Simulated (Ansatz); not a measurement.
Geometry relaxation of Al16As16H (part 2 of 3)

Continued. System: Al16As16H (defect cell, 33 atoms in the cell). Method: DFT PBE, scalar-relativistic, plane waves, PAW, spin-polarised (Ansatz 0.2.0); cutoff 420 eV, 3×3×3 k-mesh, Gaussian smearing of 0.01 eV, collinear spins. The structure derives from a Materials Project entry. It belongs to a series of runs on one base structure; here: H interstitial, charge +0, atoms relaxed at the host's cell.

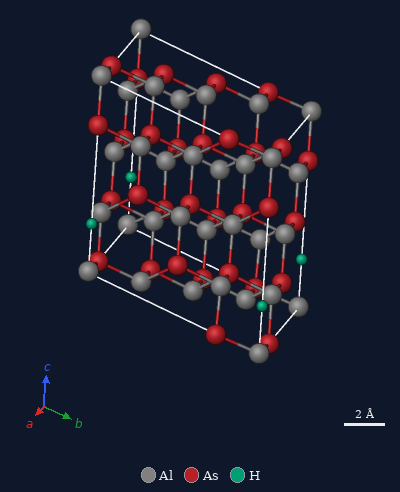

The geometry at step 3 of the log (ball-and-stick view of the cell of the calculation, seen slightly off an axis).

### What the program printed, continued
```
SCF iter   1: F=—  HF=-86327.815973 eV  |F-HF|=—  |Δ(HF+E_count)|=         —  Δρ=8.83e-4 (↑8.42e-4 ↓8.83e-4)  dr2=2.11e-2  dr2_m=9.16e-4  M=1.000 μB ∫|m|=1.074 μB  β_m=0.30  ethr=7.33e-6  ⟨swp⟩=2.9  Hψ=4468  notcnv=0  defer=230
preconditioner: auto → Resta (q_TF=auto, 2.326 Å⁻¹)  ε∞=4.4  [insulator: Δε(μ)=0.290 eV  Ē_g=8.331 eV  σ=0.010 eV  W_gap=0.67  n_scr=140 (ndim 8)  ℏωp=15.4 eV  f_vac=0.007  D(μ)=5.77/eV (n_scr^D=18)  ε∞_Penn≈4.4]
spin=Collinear: Resta preconditioning applied to the charge; magnetization (m = ρ↑ − ρ↓) channel mixes plain (no charge-response kernel on spin).
SCF iter   2: F=—  HF=-86327.815078 eV  |F-HF|=—  |Δ(HF+E_count)|=   8.95e-4  Δρ=6.74e-4 (↑6.27e-4 ↓6.74e-4)  dr2=1.13e-2  dr2_m=5.49e-4  M=1.000 μB ∫|m|=1.074 μB  β_m=0.65  ethr=7.30e-6  ⟨swp⟩=1.6  Hψ=1217  notcnv=0  defer=230
SCF iter   3: F=—  HF=-86327.814826 eV  |F-HF|=—  |Δ(HF+E_count)|=   2.52e-4  Δρ=9.09e-5 (↑7.27e-5 ↓9.09e-5)  dr2=1.17e-4  dr2_m=2.42e-5  M=1.000 μB ∫|m|=1.073 μB  β_m=0.75  ethr=3.92e-6  ⟨swp⟩=2.8  Hψ=1757  notcnv=0  defer=230
SCF iter   4: F=—  HF=-86327.814819 eV  |F-HF|=—  |Δ(HF+E_count)|=   7.59e-6  Δρ=3.21e-5 (↑3.21e-5 ↓3.02e-5)  dr2=1.63e-5  dr2_m=3.80e-6  M=1.000 μB ∫|m|=1.072 μB  β_m=0.75  ethr=4.03e-8  ⟨swp⟩=2.5  Hψ=2363  notcnv=0  defer=230
SCF iter   5: F=—  HF=-86327.814827 eV  |F-HF|=—  |Δ(HF+E_count)|=   8.34e-6  Δρ=1.32e-5 (↑1.32e-5 ↓1.10e-5)  dr2=2.77e-6  dr2_m=5.43e-7  M=1.000 μB ∫|m|=1.072 μB  β_m=0.78  ethr=5.64e-9  ⟨swp⟩=2.5  Hψ=2363  notcnv=0  defer=230
iter 6 did not close the SCF: its close was put off for a magnetic moment that had not settled (scf_convergence_deferred on its scf_iter line)
SCF iter   6: F=-86327.814829 eV  HF=-86327.814829 eV  |F-HF|=1.78e-7  |Δ(HF+E_count)|=   1.82e-6  Δρ=3.66e-6 (↑3.66e-6 ↓2.57e-6)  dr2=2.13e-7  dr2_m=1.48e-8  M=1.000 μB ∫|m|=1.072 μB  β_m=0.89  ethr=6.56e-10  ⟨swp⟩=16.4  Hψ=11452  notcnv=0
SCF iter   7: F=-86327.814829 eV  HF=-86327.814829 eV  |F-HF|=1.04e-8  |Δ(HF+E_count)|=   2.19e-7  Δρ=5.65e-7 (↑5.65e-7 ↓5.38e-7)  dr2=1.07e-8  dr2_m=8.37e-11  M=1.000 μB ∫|m|=1.072 μB  ethr=7.38e-11  ⟨swp⟩=5.1  Hψ=7044  notcnv=0
SCF 2 converged in 7 iterations: F = -86327.814829 eV  dr2 = 1.07e-8
  greatest PAW one-centre occupation: 0.999 electrons in one spin orbital (limit 2), on the As atom at site 29 (counted from 0), in its partial waves of l = 2
relax step   2: F+E_penalty+E_count = -86327.81482927 eV  Δ(F+E_penalty+E_count) = -4.679e-2 eV  max|allowed force component| = 6.903e-2 eV/Å  Δτ_max = 0.0598 Å  (7 SCF iters, dr2 threshold 1.89e-6 eV, accepted)
SCF iter   1: F=—  HF=-86327.819922 eV  |F-HF|=—  |Δ(HF+E_count)|=         —  Δρ=1.75e-4 (↑1.46e-4 ↓1.75e-4)  dr2=9.56e-4  dr2_m=3.41e-5  M=1.000 μB ∫|m|=1.072 μB  β_m=0.30  ethr=2.32e-6  ⟨swp⟩=3.0  Hψ=2452  notcnv=0  defer=230
preconditioner: auto → Resta (q_TF=auto, 2.326 Å⁻¹)  ε∞=4.4  [insulator: Δε(μ)=0.207 eV  Ē_g=8.325 eV  σ=0.010 eV  W_gap=0.67  n_scr=140 (ndim 8)  ℏωp=15.4 eV  f_vac=0.007  D(μ)=5.73/eV (n_scr^D=18)  ε∞_Penn≈4.4]
spin=Collinear: Resta preconditioning applied to the charge; magnetization (m = ρ↑ − ρ↓) channel mixes plain (no charge-response kernel on spin).
SCF iter   2: F=—  HF=-86327.819880 eV  |F-HF|=—  |Δ(HF+E_count)|=   4.18e-5  Δρ=1.29e-4 (↑1.07e-4 ↓1.29e-4)  dr2=4.38e-4  dr2_m=2.12e-5  M=1.000 μB ∫|m|=1.071 μB  β_m=0.64  ethr=3.31e-7  ⟨swp⟩=1.2  Hψ=1650  notcnv=0  defer=230
SCF iter   3: F=—  HF=-86327.819896 eV  |F-HF|=—  |Δ(HF+E_count)|=   1.57e-5  Δρ=2.56e-5 (↑1.91e-5 ↓2.56e-5)  dr2=7.62e-6  dr2_m=1.76e-6  M=1.000 μB ∫|m|=1.071 μB  β_m=0.77  ethr=1.52e-7  ⟨swp⟩=2.0  Hψ=1708  notcnv=0  defer=230
SCF iter   4: F=—  HF=-86327.819807 eV  |F-HF|=—  |Δ(HF+E_count)|=   8.91e-5  Δρ=9.37e-6 (↑6.64e-6 ↓9.37e-6)  dr2=1.14e-6  dr2_m=2.73e-7  M=1.000 μB ∫|m|=1.071 μB  β_m=0.76  ethr=2.64e-9  ⟨swp⟩=2.2  Hψ=2361  notcnv=0  defer=230
SCF iter   5: F=—  HF=-86327.819808 eV  |F-HF|=—  |Δ(HF+E_count)|=   5.56e-7  Δρ=3.05e-6 (↑3.05e-6 ↓2.90e-6)  dr2=1.81e-7  dr2_m=3.54e-8  M=1.000 μB ∫|m|=1.071 μB  β_m=0.78  ethr=3.95e-10  ⟨swp⟩=2.6  Hψ=2372  notcnv=0  defer=230
iter 6 did not close the SCF: its close was put off for a magnetic moment that had not settled (scf_convergence_deferred on its scf_iter line)
SCF iter   6: F=-86327.819808 eV  HF=-86327.819808 eV  |F-HF|=1.30e-8  |Δ(HF+E_count)|=   1.19e-7  Δρ=1.10e-6 (↑1.10e-6 ↓7.38e-7)  dr2=2.10e-8  dr2_m=1.98e-9  M=1.000 μB ∫|m|=1.071 μB  β_m=0.89  ethr=3.46e-11  ⟨swp⟩=14.2  Hψ=8887  notcnv=0
SCF iter   7: F=-86327.819808 eV  HF=-86327.819808 eV  |F-HF|=5.53e-10  |Δ(HF+E_count)|=   1.86e-8  Δρ=1.29e-7 (↑1.24e-7 ↓1.29e-7)  dr2=8.77e-10  dr2_m=7.06e-12  M=1.000 μB ∫|m|=1.071 μB  ethr=7.27e-12  ⟨swp⟩=4.2  Hψ=6230  notcnv=0
SCF 3 converged in 7 iterations: F = -86327.819808 eV  dr2 = 8.77e-10
relax step   3: F+E_penalty+E_count = -86327.81980781 eV  Δ(F+E_penalty+E_count) = -4.979e-3 eV  max|allowed force component| = 3.038e-3 eV/Å  Δτ_max = 0.0136 Å  (7 SCF iters, accepted)
SCF converged after 7 iterations
Magnetization: 0.9999 μB (145.0000 up, 144.0000 down)
Absolute magnetization: 1.0683 μB (∫|ρ↑−ρ↓|, with the PAW one-centre terms)
Spin contamination: 0.0047 ħ² per cell (⟨S²⟩ above its minimum at these occupations)
Per-site moments (μB) at R_I (Å): [(0.0036125970142359292, 1.0220211524990441), (0.0036125970142359748, 1.0220211524990446), (0.0036125970142358204, 1.0220211524990443), (0.0038643567572461276, 0.992825954508012), (0.003612597014235973, 1.0220211524990443), (0.003612597014235807, 1.0220211524990443), (0.0036125970142360277, 1.0220211524990446), (0.00361259701423592, 1.0220211524990446), (0.0038643567572462885, 0.9928259545080123), (0.0038643567572462117, 0.9928259545080128), (0.00361259701423595, 1.0220211524990443), (0.003612597014235817, 1.0220211524990446), (0.003864356757246324, 0.9928259545080128), (0.0036125970142359323, 1.0220211524990446), (0.0036125970142358, 1.0220211524990443), (0.003612597014235851, 1.0220211524990443), (0.009731007610817025, 1.0230898085520255), (0.006919987725683784, 1.0220211524990446), (0.022218169469923853, 1.0212551904171616), (0.009731007610816925, 1.0230898085520246), (0.006919987725683795, 1.0220211524990443), (0.009731007610816921, 1.023089808552025), (0.006919987725683793, 1.0220211524990443), (0.006919987725683693, 1.0220211524990443), (0.02221816946992391, 1.0212551904171616), (0.02221816946992378, 1.0212551904171616), (0.022218169469923853, 1.0212551904171616), (0.00973100761081695, 1.0230898085520252), (0.0222181694699239, 1.0212551904171616), (0.022218169469923943, 1.0212551904171625), (0.006919987725683618, 1.0220211524990441), (0.006919987725683766, 1.0220211524990443), (0.406653265868775, 0.992825954508012)]
Free energy (F): -86327.819808 eV
Harris-Foulkes:  -86327.819808 eV  (|F-HF|=5.53e-10)
Internal energy: -86327.819521 eV  (E = F + TS)
E sigma→0 (E₀):  -86327.819665 eV
Entropy (-TS):   -0.000287 eV (-0.009 meV/atom)
Fermi energy:    6.013413 eV
--- Per-component energies (eV) ---
  E_band       = -4355.746888
  E_kinetic    = 2025.234166
  E_local      = -34190.565055  (includes V_loc(G=0)·N_el)
  E_nonlocal   = -10559.890695
  E_hartree    = 18232.452575
  E_xc         = -1906.865287
  E_vxc        = -1736.573494  (∫ρ·V_xc dr)
  E_paw        = -36848.567312  (= ΣΔE_a)
  E_vpaw       = 3641.143539  (= ΣTr[D̂ρ^β])
  E_aug_tail   = -0.000859  (compensation charges beyond the density's cutoff)
  E_ewald      = -23079.617055
  E_smearing   = -0.000287  (= −TS)
  E_closure    = 0.000000  (closes the sum)
  Σ components = -86327.819808   (vs F -86327.819808, Δ=0.00e0)
--- Forces (eV/Å), atoms counted from 1 ---
  atom   1  Al    -0.00303846     0.00240045     0.00240045
  atom   2  Al    -0.00240045    -0.00303846    -0.00240045
  atom   3  Al     0.00240045     0.00303846    -0.00240045
  atom   4  Al    -0.00146392     0.00146392     0.00146392
  atom   5  Al     0.00240045    -0.00303846     0.00240045
  atom   6  Al    -0.00240045     0.00240045     0.00303846
  atom   7  Al    -0.00240045    -0.00240045    -0.00303846
  atom   8  Al     0.00240045     0.00240045    -0.00303846
  atom   9  Al    -0.00146392    -0.00146392    -0.00146392
  atom  10  Al     0.00146392     0.00146392    -0.00146392
  atom  11  Al     0.00240045    -0.00240045     0.00303846
  atom  12  Al    -0.00240045     0.00303846     0.00240045
  atom  13  Al     0.00146392    -0.00146392     0.00146392
  atom  14  Al    -0.00303846    -0.00240045    -0.00240045
  atom  15  Al     0.00303846     0.00240045    -0.00240045
  atom  16  Al     0.00303846    -0.00240045     0.00240045
  atom  17  As     0.00199372     0.00199372     0.00199372
  atom  18  As    -0.00000000     0.00000000     0.00000000
  atom  19  As    -0.00000000    -0.00095507    -0.00000000
  atom  20  As     0.00199372    -0.00199372    -0.00199372
  atom  21  As    -0.00000000     0.00000000     0.00000000
  atom  22  As    -0.00199372     0.00199372    -0.00199372
  atom  23  As    -0.00000000    -0.00000000     0.00000000
  atom  24  As    -0.00000000    -0.00000000     0.00000000
  atom  25  As    -0.00095507    -0.00000000     0.00000000
  atom  26  As    -0.00000000     0.00095507     0.00000000
  atom  27  As    -0.00000000     0.00000000    -0.00095507
  atom  28  As    -0.00199372    -0.00199372     0.00199372
  atom  29  As    -0.00000000     0.00000000     0.00095507
  atom  30  As     0.00095507     0.00000000     0.00000000
  atom  31  As    -0.00000000    -0.00000000    -0.00000000
  atom  32  As    -0.00000000     0.00000000    -0.00000000
  atom  33  H     -0.00000000    -0.00000000     0.00000000
  max |Σ_I F_I| component: 9.25e-17 eV/Å
--- Band table (eV; the first three rows and the last of 8) ---
  k-point 0 ↑: bands = ["-28.4055", "-28.4055", "-28.4055", "-28.4051", "-28.4051", "-28.4051", "-28.4048", "-28.4048", "-28.4048", "-28.4042", "-28.4042", "-28.4042", "-28.3994", "-28.3991", "-28.3991", "-28.3991", "-28.3990", "-28.3990", "-28.3930", "-28.3929", "-28.3929", "-28.3929", "-28.3928", "-28.3928", "-28.3848", "-28.3848", "-28.3847", "-28.3847", "-28.3847", "-28.3844", "-28.3811", "-28.3811", "-28.3811", "-28.3811", "-28.3811", "-28.3809", "-28.3807", "-28.3807", "-28.3807", "-28.3803",
      "-28.3803", "-28.3803", "-28.3801", "-28.3801", "-28.3801", "-28.3797", "-28.3797", "-28.3797", "-28.3721", "-28.3721", "-28.3719", "-28.3719", "-28.3719", "-28.3716", "-28.3714", "-28.3711", "-28.3711", "-28.3711", "-28.3710", "-28.3710", "-28.3572", "-28.3572", "-28.3572", "-28.3572", "-28.3572", "-28.3572", "-28.3572", "-28.3572", "-28.3549", "-28.3549", "-28.3549", "-28.3549", "-28.3478", "-28.3478", "-28.3478", "-28.3478", "-28.3478", "-28.3478", "-28.3478", "-28.3478",
      "-5.7018", "-4.4832", "-4.4451", "-4.4451", "-4.4451", "-4.4438", "-4.4438", "-4.4260", "-4.4260", "-4.4260", "-4.3661", "-4.3661", "-4.3661", "-3.8482", "-3.8482", "-3.8100", "0.4378", "0.6886", "0.6886", "0.6886", "1.5182", "1.5182", "1.5182", "1.5414", "1.5414", "1.5414", "1.5473", "1.5473", "1.5816", "1.5816", "1.5816", "2.8983", "3.1838", "3.1838", "3.1838", "3.2325", "3.2325", "3.2325", "3.2516", "3.2516",
      "3.2516", "3.2555", "3.2555", "3.8999", "3.8999", "3.8999", "3.9007", "3.9007", "3.9007", "4.9416", "5.0572", "5.0572", "5.0999", "5.0999", "5.0999", "5.1432", "5.1507", "5.1507", "5.1507", "5.1626", "5.1626", "5.1626", "5.9894", "5.9894", "5.9894", "7.5224", "7.5224", "7.7352", "8.2896", "8.2896", "8.2896", "8.5411", "9.2061", "9.2061", "9.2061", "9.3337", "9.3337", "9.3482", "9.3482", "9.3482",
      "9.3492", "9.3492", "9.3492", "9.9875", "10.2298", "10.2298", "10.2298", "11.5562", "11.5562", "11.5562", "11.6567", "11.6567", "11.6567", "11.6627", "11.6627", "11.6627", "11.6867", "11.6867", "11.7179"]
  k-point 1 ↑: bands = ["-28.4055", "-28.4055", "-28.4055", "-28.4051", "-28.4051", "-28.4051", "-28.4048", "-28.4048", "-28.4048", "-28.4042", "-28.4041", "-28.4041", "-28.3994", "-28.3991", "-28.3991", "-28.3991", "-28.3990", "-28.3990", "-28.3930", "-28.3929", "-28.3929", "-28.3929", "-28.3928", "-28.3928", "-28.3848", "-28.3848", "-28.3847", "-28.3847", "-28.3847", "-28.3844", "-28.3812", "-28.3812", "-28.3811", "-28.3811", "-28.3810", "-28.3809", "-28.3807", "-28.3807", "-28.3807", "-28.3803",
      "-28.3802", "-28.3802", "-28.3802", "-28.3802", "-28.3802", "-28.3798", "-28.3797", "-28.3797", "-28.3721", "-28.3721", "-28.3719", "-28.3719", "-28.3718", "-28.3716", "-28.3714", "-28.3712", "-28.3711", "-28.3711", "-28.3710", "-28.3710", "-28.3572", "-28.3572", "-28.3572", "-28.3572", "-28.3572", "-28.3572", "-28.3572", "-28.3572", "-28.3549", "-28.3549", "-28.3549", "-28.3549", "-28.3478", "-28.3478", "-28.3478", "-28.3478", "-28.3478", "-28.3478", "-28.3478", "-28.3478",
      "-5.5287", "-5.0502", "-4.6897", "-4.6669", "-4.6336", "-4.6259", "-4.3103", "-4.2866", "-4.1693", "-4.1660", "-4.1353", "-4.1227", "-4.0194", "-3.9970", "-3.9582", "-3.8295", "0.2618", "0.8127", "0.9763", "0.9791", "1.0055", "1.0195", "1.0196", "1.0412", "1.3095", "1.4576", "1.5149", "1.6469", "1.6647", "1.6822", "2.4803", "2.6913", "3.0240", "3.1837", "3.2784", "3.2806", "3.3116", "3.3405", "3.3849", "3.6801",
      "3.7148", "3.8111", "3.8695", "4.0533", "4.1309", "4.2456", "4.2521", "4.2674", "4.3392", "4.3885", "4.4134", "4.4763", "4.5124", "4.5973", "4.6475", "4.6637", "4.6670", "5.0975", "5.1273", "5.1429", "5.1562", "5.4703", "5.5460", "5.6614", "5.9297", "8.0240", "8.1418", "8.4037", "8.6986", "8.8924", "8.9505", "8.9734", "9.1999", "9.2436", "9.2499", "9.2559", "9.3782", "9.3874", "9.4081", "9.4850",
      "9.5209", "9.5686", "9.6648", "10.0378", "10.2450", "10.3375", "10.3483", "10.4062", "10.4112", "10.4116", "10.4498", "10.4695", "10.5472", "10.5605", "10.5783", "10.6564", "10.9063", "10.9988", "11.0618"]
```
